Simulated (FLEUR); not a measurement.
# free-standing square V monolayer, spacing 2.546 A: parallel and opposed starts

Does free-standing square V monolayer, spacing 2.546 A prefer parallel or opposed moments?

Calculated with FLEUR MaX-R8.1; LDA (VWN); all-electron FLAPW film, Dirac cores, scalar-relativistic bands.

## (1) The structure

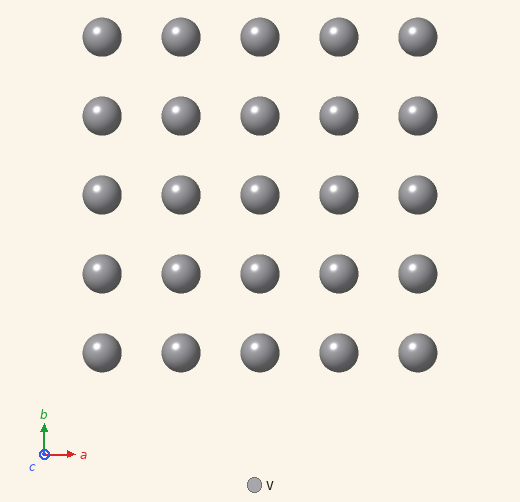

The starting structure, seen from above (vanadium grey). 4×4×1 cells are drawn. Some periodic images of atoms are drawn too.

The cell holds 1 atom: 1 V. Cell: a = 2.546 Å, b = 2.546 Å, c = 14.000 Å, α = 90.0°, β = 90.0°, γ = 90.0°. Model lattice. Vacuum lies along c.

## (2) Order 1, typed as ferro +

The parallel start is the test of whether parallel moments hold.

inpgen writes inp.xml from crystal.txt; cutoffs, mixing, functional, smearing and local orbitals are then set in the file. The k list default-1 (kpts.xml, not shown) is a Γ-centred 10×10×1 mesh; where the ranks do not divide the number of points, some are split in two of half the weight.

inp.xml reads:

```
<?xml version="1.0" encoding="UTF-8" standalone="no"?>
<fleurInput fleurInputVersion="0.39">
   <comment>
      V
   </comment>
   <calculationSetup>
      <cutoffs Kmax="3.6" Gmax="10.8" GmaxXC="10.8" numbands="0"/>
      <scfLoop itmax="120" minDistance="0.00002" maxIterBroyd="15" imix="Anderson" alpha="0.03" precondParam="0.0" spinf="2.0" sdNocoIR="T"/>
      <coreElectrons ctail="T" frcor="F" kcrel="0" coretail_lmax="0"/>
      <xcFunctional name="vwn" relativisticCorrections="F"/>
      <magnetism jspins="2"/>
      <soc l_soc="F" theta="0.0" phi="0.0" spav="F"/>
      <expertModes spex="0" secvar="F"/>
      <geometryOptimization l_f="F" forcealpha="1.0" forcemix="BFGS" epsdisp="0.00001" epsforce="0.00001"/>
      <ldaU l_linMix="F" mixParam="0.05" spinf="1.0"/>
   </calculationSetup>
   <cell>
      <bzIntegration valenceElectrons="13.0" mode="hist" fermiSmearingEnergy="0.00293995">
         <kPointListSelection listName="default-1"/>
         <xi:include xmlns:xi="http://www.w3.org/2001/XInclude" href="kpts.xml"> </xi:include>
      </bzIntegration>
      <xi:include xmlns:xi="http://www.w3.org/2001/XInclude" href="sym.xml"> </xi:include>
      <filmLattice scale="1.0" dVac="5.38" dTilda="7.88">
         <bravaisMatrixFilm>
            <row-1>    4.8112427132315991     0.0000000000000000</row-1>
            <row-2>    0.0000000000000000     4.8112427132315991</row-2>
         </bravaisMatrixFilm>
         <vacuumEnergyParameters vacuum="1" spinUp="-.25" spinDown="-.25"/>
      </filmLattice>
   </cell>
   <atomSpecies>
      <species name="Vanadium (1.500" element="V" atomicNumber="23">
         <mtSphere radius="2.29" gridPoints="757" logIncrement="0.016"/>
         <atomicCutoffs lmax="8" lnonsphr="6"/>
         <electronConfig flipSpins="F">
            <coreConfig>(1s1/2) (2s1/2) (2p1/2) (2p3/2)</coreConfig>
            <valenceConfig>(3s1/2) (3p1/2) (3p3/2) (4s1/2) (3d3/2) (3d5/2)</valenceConfig>
            <stateOccupation state="(3d3/2)" spinUp="0.6" spinDown="0.6"/>
            <stateOccupation state="(3d5/2)" spinUp="1.65" spinDown="0.15"/>
         </electronConfig>
         <energyParameters s="4" p="4" d="3" f="4"/>
         <lo type="SCLO" l="0" n="3" eDeriv="0"/>
         <lo type="SCLO" l="1" n="3" eDeriv="0"/>
      </species>
   </atomSpecies>
   <atomGroups>
      <atomGroup species="Vanadium (1.500">
         <filmPos label="                   1">.0000000000 .0000000000 .0000000000</filmPos>
         <force calculate="T" relaxXYZ="TTT"/>
      </atomGroup>
   </atomGroups>
   <output dos="F" band="F" slice="F">
      <bandDOS minEnergy="-.5*Htr" maxEnergy="0.5*Htr" sigma="0.015" storeEVData="T"/>
      <plotting iplot="0" polar="F">
         <plot TwoD="T" vec1="  1.0  0.0  0.0" vec2="  0.0  1.0  0.0" vec3="  0.0  0.0  1.0" zero="  0.0  0.0 -0.5" file="plot"/>
      </plotting>
      <moessbauerParams electricFieldGradient="F" isomerShift="F" coreHyperfine="F" valenceHyperfine="F"/>
   </output>
</fleurInput>
```

crystal.txt reads:

```
V
&input film=T cartesian=F /
2.54600000000  0.00000000000  0.00000000000
0.00000000000  2.54600000000  0.00000000000
0.00000000000  0.00000000000  1.00000000000
1.8897261246
1.0 1.0 1.0

1
23 0.00000000000  0.00000000000  0.00000000000 : 1.500

&kpt div1=10 div2=10 div3=1 gamma=T /
```

Started as:

```
> OMP_NUM_THREADS=1 inpgen -f crystal.txt > inpgen.log  # inp.xml is then edited as shown
> OMP_NUM_THREADS=1 mpirun -n 2 fleur_MPI > fleur.log
```

Log:

```text
Welcome to FLEUR        (www.flapw.de)
      MaX-Release 8.1          (www.max-centre.eu)

 ========== k-point set info ==========
 Selected k-point list: default-1
 k-point list type: mesh
 0 x 0 x 0
 Number of k points: 22

 ------------Calculation Setup---------------------------
 Number of MPI-tasks      :            2
 Number of PE/node        :            2
 Number of OMP-threads    :            1
 k-points in parallel     :            2
 pe's per k-point         :            1
 No of k-point loops      :           11
 Eigenvalue solver        :       lapack
 Number of basis functions:          156
 Approximate size of matrices (H+S) per k-point:         0.000 GB
 --------------------------------------------------------
 Iteration:     1   Distance:      13.22655475 me/bohr^3
 Iteration:     2   Distance:      12.43278626 me/bohr^3
 Iteration:     3   Distance:       6.73647764 me/bohr^3
 Iteration:     4   Distance:       6.57040115 me/bohr^3
 Iteration:     5   Distance:       3.45162436 me/bohr^3
 Iteration:     6   Distance:       4.13972763 me/bohr^3
 Iteration:     7   Distance:       2.11382826 me/bohr^3
 Iteration:     8   Distance:       2.16421812 me/bohr^3
 Iteration:     9   Distance:       1.60055818 me/bohr^3
 Iteration:    10   Distance:       1.44025169 me/bohr^3
[... 33 iterations left out ...]
 Iteration:    44   Distance:       0.00183493 me/bohr^3
 Iteration:    45   Distance:       0.00093132 me/bohr^3
 Iteration:    46   Distance:       0.00054233 me/bohr^3
 Iteration:    47   Distance:       0.00047882 me/bohr^3
 Iteration:    48   Distance:       0.00063706 me/bohr^3
 Iteration:    49   Distance:       0.00020656 me/bohr^3
 Iteration:    50   Distance:       0.00025049 me/bohr^3
 Iteration:    51   Distance:       0.00020220 me/bohr^3
 Iteration:    52   Distance:       0.00002514 me/bohr^3
 Iteration:    53   Distance:       0.00001547 me/bohr^3

 ********************************************************************
 Run finished successfully
 Stop message:
   all done
 ********************************************************************

--- out.xml (last complete iteration) ---
<iteration numberForCurrentRun="   53" overallNumber="   53">
         <energyParameters units="Htr">
            <atomicEP atomType="1" spin="1" branch="4s" branchLowest="-2.48" branchHighest="1.83" value="-0.3086047795"/>
            <atomicEP atomType="1" spin="1" branch="4p" branchLowest="-1.50" branchHighest="2.35" value="-0.1924138294"/>
            <atomicEP atomType="1" spin="1" branch="3d" branchLowest="-9.99" branchHighest="0.05" value="-0.1919710535"/>
            <atomicEP atomType="1" spin="1" branch="4f" branchLowest="-9.99" branchHighest="2.85" value="0.1000944706"/>
            <loAtomicEP atomType="1" spin="1" branch="3s" branchLowest="-22.03" branchHighest="-2.48" value="-2.5099664206"/>
            <loAtomicEP atomType="1" spin="1" branch="3p" branchLowest="-18.42" branchHighest="-1.50" value="-1.5619385594"/>
            <vacuumEP vacuum="1" spin="1" vzIR="-0.3025611358" vzInf="-0.0000234857" value="-0.2500234857"/>
            <atomicEP atomType="1" spin="2" branch="4s" branchLowest="-2.48" branchHighest="1.83" value="-0.3086047445"/>
            <atomicEP atomType="1" spin="2" branch="4p" branchLowest="-1.50" branchHighest="2.35" value="-0.1924137949"/>
            <atomicEP atomType="1" spin="2" branch="3d" branchLowest="-9.99" branchHighest="0.05" value="-0.1919710121"/>
            <atomicEP atomType="1" spin="2" branch="4f" branchLowest="-9.99" branchHighest="2.85" value="0.1000945048"/>
            <loAtomicEP atomType="1" spin="2" branch="3s" branchLowest="-22.03" branchHighest="-2.48" value="-2.5099663739"/>
            <loAtomicEP atomType="1" spin="2" branch="3p" branchLowest="-18.42" branchHighest="-1.50" value="-1.5619385132"/>
            <vacuumEP vacuum="1" spin="2" vzIR="-0.3025611106" vzInf="-0.0000234857" value="-0.2500234857"/>
         </energyParameters>
         <bandgap value="0.0400480245" units="eV"/>
         <sumValenceSingleParticleEnergies value="-15.4867664714" units="Htr"/>
         <FermiEnergy value="-0.1804922080" units="Htr"/>
         <valenceDensity>
            <mtCharges spin="1">
               <mtCharge atomType="1" total="5.6372570" s="1.1255385" p="3.0287110" d="1.4782033" f="0.0034797"/>
            </mtCharges>
            <mtCharges spin="2">
               <mtCharge atomType="1" total="5.6372558" s="1.1255385" p="3.0287110" d="1.4782022" f="0.0034797"/>
            </mtCharges>
            <spinDependentCharge spin="1" total="6.5000008" interstitial="0.7113884" mtSpheres="5.6372570" vacuum1="0.0756777"/>
            <spinDependentCharge spin="2" total="6.4999993" interstitial="0.7113881" mtSpheres="5.6372558" vacuum1="0.0756777"/>
            <totalCharge value="13.0000001464"/>
         </valenceDensity>
         <coreStates atomType="     1" atomicNumber=" 23" spin="1" kinEnergy="    436.4347685310" eigValSum="   -273.8723829966" lostElectrons=" 0.000000">
            <state n="1" l="0" j="0.5" energy="-196.5688684514" weight="1.0000000000"/>
            <state n="2" l="0" j="0.5" energy="-22.0333197689" weight="1.0000000000"/>
            <state n="2" l="1" j="0.5" energy="-18.5968908229" weight="1.0000000000"/>
            <state n="2" l="1" j="1.5" energy="-18.3366519767" weight="2.0000000000"/>
         </coreStates>
         <coreStates atomType="     1" atomicNumber=" 23" spin="2" kinEnergy="    436.4347687123" eigValSum="   -273.8723829364" lostElectrons=" 0.000000">
            <state n="1" l="0" j="0.5" energy="-196.5688684511" weight="1.0000000000"/>
            <state n="2" l="0" j="0.5" energy="-22.0333197511" weight="1.0000000000"/>
            <state n="2" l="1" j="0.5" energy="-18.5968908091" weight="1.0000000000"/>
            <state n="2" l="1" j="1.5" energy="-18.3366519625" weight="2.0000000000"/>
         </coreStates>
         <allElectronCharges>
            <spinDependentCharge spin="1" total="11.5000008" interstitial="0.7113884" mtSpheres="10.6372570" vacuum1="0.0756777"/>
            <spinDependentCharge spin="2" total="11.4999993" interstitial="0.7113881" mtSpheres="10.6372558" vacuum1="0.0756777"/>
            <totalCharge value="23.0000001460"/>
         </allElectronCharges>
         <magneticMomentsInMTSpheres units="muBohr">
            <globalMagMoment atomType="1" vec="0.00000   0.00000   0.00000"/>
            <localMagMoment atomType="1" vec="0.00000   0.00000   0.00000"/>
         </magneticMomentsInMTSpheres>
         <moessbauerParams unitsHFF="kG" unitsIS="e/bohr^3" unitsEFG="Htr/bohr^2">
         </moessbauerParams>
         <totalEnergy value="     -947.3140760977" units="Htr">
            <sumOfEigenvalues value="     -563.2315324043">
               <coreElectrons value="-547.7447659329"/>
               <valenceElectrons value="-15.4867664714"/>
            </sumOfEigenvalues>
            <densityCoulombPotentialIntegral value="-1462.4111244540"/>
            <densityEffectivePotentialIntegral value="-1519.8018110179"/>
            <chargeDenXCDenIntegral value="-43.3729154873"/>
            <FockExchangeEnergyValence value="0.0000000000"/>
            <FockExchangeEnergyCore value="0.0000000000"/>
            <atomTypeDependentContributions atomType="1">
               <electronNucleiInteractionDifferentMTs value="1123.5859189274"/>
               <MadelungTerm value="-5.7199580696"/>
            </atomTypeDependentContributions>
            <tkbTimesEntropy value="0.0022060114"/>
            <freeEnergy value="-947.3162821091"/>
            <extrapolationTo0K value="-947.3151791034"/>
         </totalEnergy>
         <densityConvergence units="me/bohr^3">
            <chargeDensity spin="1" distance="0.0000093629"/>
            <chargeDensity spin="2" distance="0.0000063199"/>
            <overallChargeDensity distance="0.0000154725"/>
            <spinDensity distance="0.0000039763"/>
         </densityConvergence>
      </iteration>
```

The job ended after 30 s (2 MPI ranks of Intel Xeon at 2.70GHz, shared host; peak memory 0.12 GiB).

The spin moment in the muffin-tin sphere vanishes on all atoms.

This step gave:

* free energy: -25777.7892 eV
* program's band gap on this mesh (in a metal only a level spacing): 0.04005 eV
* final state: non-magnetic

After 53 cycles the seed has died away: no moment is left.

## (3) Start 2: antiferro q=(1/2,1/2,0) +-

Reversing part of the moments tests the sign of the couplings between them.

The cell is doubled to 2 atoms to hold this order. The mesh is halved along the doubled vector, so that both cells sample the same points. The k list default-1 (kpts.xml, not shown) is a Γ-centred 5×10×1 mesh.

Changes to inp.xml since step 2:

```diff
@@ -17,3 +17,3 @@
    <cell>
-      <bzIntegration valenceElectrons="13.0" mode="hist" fermiSmearingEnergy="0.00293995">
+      <bzIntegration valenceElectrons="26.0" mode="hist" fermiSmearingEnergy="0.00293995">
          <kPointListSelection listName="default-1"/>
@@ -24,4 +24,4 @@
          <bravaisMatrixFilm>
-            <row-1>    4.8112427132315991     0.0000000000000000</row-1>
-            <row-2>    0.0000000000000000     4.8112427132315991</row-2>
+            <row-1>    9.6224854264631983     0.0000000000000000</row-1>
+            <row-2>    4.8112427132315991     4.8112427132315991</row-2>
          </bravaisMatrixFilm>
@@ -44,2 +44,15 @@
       </species>
+      <species name="Vanadium (-1.500" element="V" atomicNumber="23">
+         <mtSphere radius="2.29" gridPoints="757" logIncrement="0.016"/>
+         <atomicCutoffs lmax="8" lnonsphr="6"/>
+         <electronConfig flipSpins="F">
+            <coreConfig>(1s1/2) (2s1/2) (2p1/2) (2p3/2)</coreConfig>
+            <valenceConfig>(3s1/2) (3p1/2) (3p3/2) (4s1/2) (3d3/2) (3d5/2)</valenceConfig>
+            <stateOccupation state="(3d3/2)" spinUp="0.6" spinDown="0.6"/>
+            <stateOccupation state="(3d5/2)" spinUp="0.15" spinDown="1.65"/>
+         </electronConfig>
+         <energyParameters s="4" p="4" d="3" f="4"/>
+         <lo type="SCLO" l="0" n="3" eDeriv="0"/>
+         <lo type="SCLO" l="1" n="3" eDeriv="0"/>
+      </species>
    </atomSpecies>
@@ -48,2 +61,6 @@
          <filmPos label="                   1">.0000000000 .0000000000 .0000000000</filmPos>
+         <force calculate="T" relaxXYZ="TTT"/>
+      </atomGroup>
+      <atomGroup species="Vanadium (-1.500">
+         <filmPos label="                   2">1.000/2.000 .0000000000 .0000000000</filmPos>
          <force calculate="T" relaxXYZ="TTT"/>
```

crystal.txt reads:

```
V
&input film=T cartesian=F /
5.09200000000  0.00000000000  0.00000000000
2.54600000000  2.54600000000  0.00000000000
0.00000000000  0.00000000000  1.00000000000
1.8897261246
1.0 1.0 1.0

2
23 0.00000000000  0.00000000000  0.00000000000 : 1.500
23 0.50000000000  0.00000000000  0.00000000000 : -1.500

&kpt div1=5 div2=10 div3=1 gamma=T /
```

Log:

```text
[banner, memory and clock lines left out]
Welcome to FLEUR        (www.flapw.de)
      MaX-Release 8.1          (www.max-centre.eu)

 ========== k-point set info ==========
 Selected k-point list: default-1
 k-point list type: mesh
 5 x 10 x 1
 Number of k points: 18

 ------------Calculation Setup---------------------------
 Number of PE/node        :            2
 Number of OMP-threads    :            1
 k-points in parallel     :            2
 pe's per k-point         :            1
 No of k-point loops      :            9
 Eigenvalue solver        :       lapack
 Number of basis functions:          312
 Approximate size of matrices (H+S) per k-point:         0.001 GB
 Iteration:     1   Distance:      14.24174016 me/bohr^3
 Iteration:     2   Distance:      13.26546540 me/bohr^3
 Iteration:     3   Distance:       7.24366492 me/bohr^3
 Iteration:     4   Distance:       7.09624917 me/bohr^3
 Iteration:     5   Distance:       2.80434320 me/bohr^3
 Iteration:     6   Distance:       4.35860997 me/bohr^3
 Iteration:     7   Distance:       0.52849685 me/bohr^3
 Iteration:     8   Distance:       0.42776087 me/bohr^3
 Iteration:     9   Distance:       0.40117205 me/bohr^3
 Iteration:    10   Distance:       0.32304978 me/bohr^3
 Iteration:    11   Distance:       0.19435084 me/bohr^3
 Iteration:    12   Distance:       0.18549607 me/bohr^3
 Iteration:    13   Distance:       0.06959539 me/bohr^3
 Iteration:    14   Distance:       0.05707075 me/bohr^3
 Iteration:    15   Distance:       0.02742421 me/bohr^3
 Iteration:    16   Distance:       0.02709292 me/bohr^3
 Iteration:    17   Distance:       0.02094645 me/bohr^3
 Iteration:    18   Distance:       0.01503900 me/bohr^3
 Iteration:    19   Distance:       0.01244887 me/bohr^3
 Iteration:    20   Distance:       0.00310604 me/bohr^3
 Iteration:    21   Distance:       0.00460820 me/bohr^3
 Iteration:    22   Distance:       0.00147643 me/bohr^3
 Iteration:    23   Distance:       0.00176997 me/bohr^3
 Iteration:    24   Distance:       0.00034352 me/bohr^3
 Iteration:    25   Distance:       0.00009551 me/bohr^3
 Iteration:    26   Distance:       0.00009553 me/bohr^3
 Iteration:    27   Distance:       0.00001067 me/bohr^3

 ********************************************************************
 Run finished successfully
 Stop message:
   all done
 ********************************************************************

--- out.xml (last complete iteration) ---
<iteration numberForCurrentRun="   27" overallNumber="   27">
         [... left out ...]
         <bandgap value="0.0943379480" units="eV"/>
         <sumValenceSingleParticleEnergies value="-30.6803944855" units="Htr"/>
         <FermiEnergy value="-0.1760500056" units="Htr"/>
         <valenceDensity>
            <mtCharges spin="1">
               <mtCharge atomType="1" total="6.3106365" s="1.1322137" p="3.0180769" d="2.1571200" f="0.0023070"/>
               <mtCharge atomType="2" total="4.9869869" s="1.1203202" p="3.0359062" d="0.8242909" f="0.0047794"/>
            </mtCharges>
            <mtCharges spin="2">
               <mtCharge atomType="1" total="4.9869869" s="1.1203202" p="3.0359062" d="0.8242909" f="0.0047794"/>
               <mtCharge atomType="2" total="6.3106365" s="1.1322137" p="3.0180769" d="2.1571200" f="0.0023070"/>
            </mtCharges>
            <spinDependentCharge spin="1" total="13.0000001" interstitial="1.4051386" mtSpheres="11.2976234" vacuum1="0.1486191"/>
            <spinDependentCharge spin="2" total="13.0000002" interstitial="1.4051386" mtSpheres="11.2976234" vacuum1="0.1486191"/>
            <totalCharge value="26.0000003005"/>
         </valenceDensity>
         [... left out ...]
         <magneticMomentsInMTSpheres units="muBohr">
            <globalMagMoment atomType="1" vec="0.00000   0.00000   1.32365"/>
            <localMagMoment atomType="1" vec="0.00000   0.00000   1.32365"/>
            <globalMagMoment atomType="2" vec="0.00000   0.00000  -1.32365"/>
            <localMagMoment atomType="2" vec="0.00000   0.00000  -1.32365"/>
         </magneticMomentsInMTSpheres>
         [... left out ...]
         <totalEnergy value="    -1894.6304602233" units="Htr">
            <sumOfEigenvalues value="    -1125.8158919336">
               <coreElectrons value="-1095.1354974481"/>
               <valenceElectrons value="-30.6803944855"/>
            </sumOfEigenvalues>
            <densityCoulombPotentialIntegral value="-2924.2279532721"/>
            <densityEffectivePotentialIntegral value="-3039.0899244062"/>
            <chargeDenXCDenIntegral value="-86.8054538468"/>
            <FockExchangeEnergyValence value="0.0000000000"/>
            <FockExchangeEnergyCore value="0.0000000000"/>
         [... left out ...]
            <tkbTimesEntropy value="0.0045832843"/>
            <freeEnergy value="-1894.6350435077"/>
            <extrapolationTo0K value="-1894.6327518655"/>
         </totalEnergy>
         <densityConvergence units="me/bohr^3">
            <chargeDensity spin="1" distance="0.0000061393"/>
            <chargeDensity spin="2" distance="0.0000060893"/>
            <overallChargeDensity distance="0.0000059742"/>
            <spinDensity distance="0.0000106701"/>
         </densityConvergence>
      </iteration>
```

Run time: 38 s. Hardware: 2 MPI ranks; peak memory 0.18 GiB.

Spin moment in the muffin-tin sphere by atom:

```tsv
atom	spin moment in the muffin-tin sphere (μB)
V1	1.32
V2	-1.32
```

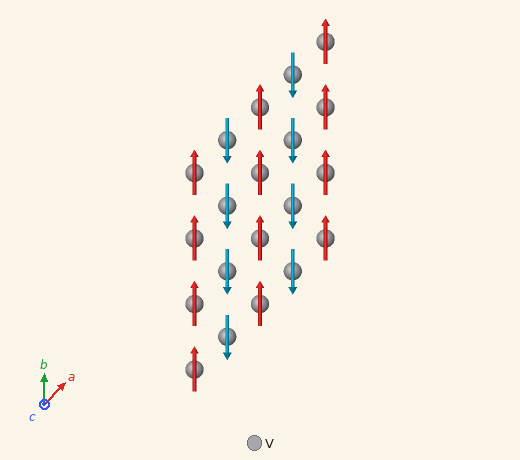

Spin moment in the muffin-tin sphere as arrows, the longest 1.32 μB. Up and down stand for the sign. Arrows give size and sign along the axis of quantisation, drawn up and down the page. The two directions have two colours. 2×3×1 cells are drawn. Some periodic images of atoms are drawn too.

Numbers from this step:

| Item | Value |
| --- | --- |
| free energy | -51555.6460 eV |
| program's band gap on this mesh (in a metal only a level spacing) | 0.09434 eV |
| magnetization | 0 μB |
| final state | antiferromagnetic |

It lies 33.7 meV a seeded atom under the first start, and its largest moment is 1.32 μB against 0 μB.

(Continued in part 2 of 2.)

[Logs and program files are shortened in this print: banners, set-up blocks, solver, clock and traceback lines can be left out without a mark of their own.]

[Logs are printed without paths, hosts, clocks, repeated set-up lines and the standing remarks that a program may print on its own settings, such as how far it seeks lower states.]

[Hosts, paths, dates, database ids (printed as entryN), source tags and the programs' standing remarks are cut or masked in the printed files.]

[Where a cell is said to come from a database of computed structures, the database is the Materials Project.]
